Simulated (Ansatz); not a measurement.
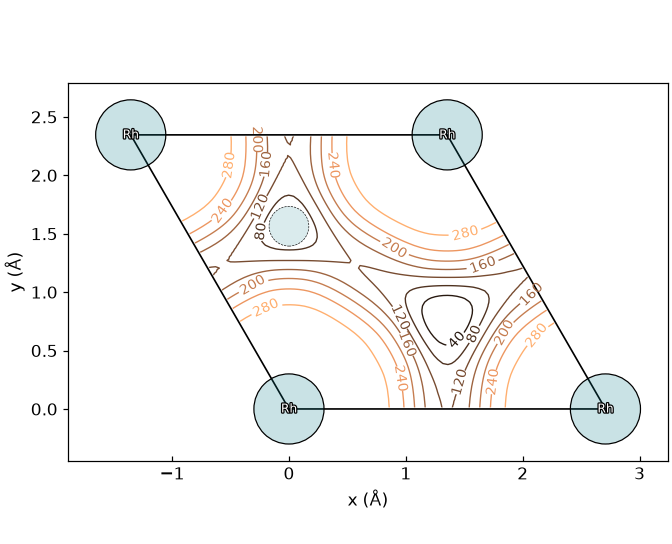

Energy landscape of H on a Rh(111) slab cut from the Fm-3m phase, its upper half relaxed before the scan (12 atoms of substrate and one adsorbate in a 2 × 2 cell). H is moved over the surface cell; relaxed at each place: the height of the adsorbate's atoms; substrate rigid; the origin of the map has the adsorbate above Rh9. Places are given modulo a cell vector. The map is drawn in real space over the plane of the surface. The scan uses a 6 × 6 grid; 10 points were computed and 26 follow by symmetry. Places are given in fractions of the 1 × 1 surface cell. Energies are in meV, from the lowest grid point. These are results of DFT PBE, scalar-relativistic, plane waves, PAW (Ansatz), not measurements. Settings: cutoff 420 eV, k-mesh 6×6×1, gaussian smearing 0.1 eV, no spin polarisation.

In the figure: contour lines labelled in meV, labelled circles for the atoms of the top layer and small ones for the second layer, the outline of one cell of the plane. Between grid points the surface is interpolated. 

### What does the map say about the system?

The lowest grid point is at a threefold hollow over a third-layer Rh atom, (4/6, 2/6) of the cell vectors. There is a further well near a threefold hollow over a second-layer Rh atom, (2/6, 4/6) of the cell vectors (41 meV above the lowest at that grid point). The highest grid point, (0/6, 1/6) of the cell vectors [nearest 1 Rh at 1.59 Å], lies 308 meV above the lowest. On the interpolated surface the easiest way out of the lowest well to the well at a threefold hollow over a second-layer Rh atom, (2/6, 4/6) of the cell vectors passes a barrier of about 120 meV. At the lowest point the adsorbate has 3 Rh at 1.86 Å as nearest neighbours, at the highest 1 Rh at 1.59 Å. Its relaxed height above the top atom is 1.00 Å at the lowest and 1.52 Å at the highest point.

The input of one point:

```yaml
crystal:
  lattice:
    - [5.4165863251, 0.0, 0.0]
    - [-2.7082931626, 4.6909013593, 0.0]
    - [0.0, 0.0, 19.7966118206]
  atoms:
    - { symbol: Rh, position: [0.3333333333, 0.1666666667, 0.2020547777] }
    - { symbol: Rh, position: [0.3333333333, 0.6666666667, 0.2020547777] }
    - { symbol: Rh, position: [0.8333333333, 0.1666666667, 0.2020547777] }
    - { symbol: Rh, position: [0.8333333333, 0.6666666667, 0.2020547777] }
    - { symbol: Rh, position: [0.1666666667, 0.3333333333, 0.3106031918] }
    - { symbol: Rh, position: [0.1666666667, 0.8333333333, 0.3106031918] }
    - { symbol: Rh, position: [0.6666666667, 0.3333333333, 0.3106031918] }
    - { symbol: Rh, position: [0.6666666667, 0.8333333333, 0.3106031918] }
    - { symbol: Rh, position: [0.0, 0.0, 0.4190925142] }
    - { symbol: Rh, position: [0.0, 0.5, 0.4190925142] }
    - { symbol: Rh, position: [0.5, 0.0, 0.4190925142] }
    - { symbol: Rh, position: [0.5, 0.5, 0.4190925142] }
    - { symbol: H, position: [0.3333333333, 0.1666666667, 0.4504592897] }
basis:
  ecutwfc: 420
kpoints:
  mp_grid: { grid: [6, 6, 1] }
hamiltonian:
  xc: pbe
  pseudopotentials: { kind: paw, azcp: { folder: soft_1 } }
scf:
  occupations: { method: gaussian, width: 0.1 }
output:
  forces: true
  eigenvalues: true
relax:
  adjacent_minimum: "off"
  f_tol: 0.025
  max_steps: 16
  constraints:
    - { sites: [0, 1, 2, 3, 4, 5, 6, 7, 8, 9, 10, 11] }
    - { sites: [12], fix: xy }
efield:
  axis: 3
  dipole_correction: true
  ramp_width: 0.04
```

Time for the 10 points that were run: 9.1 min on 4 threads of Arm Neoverse V2 (shared host).
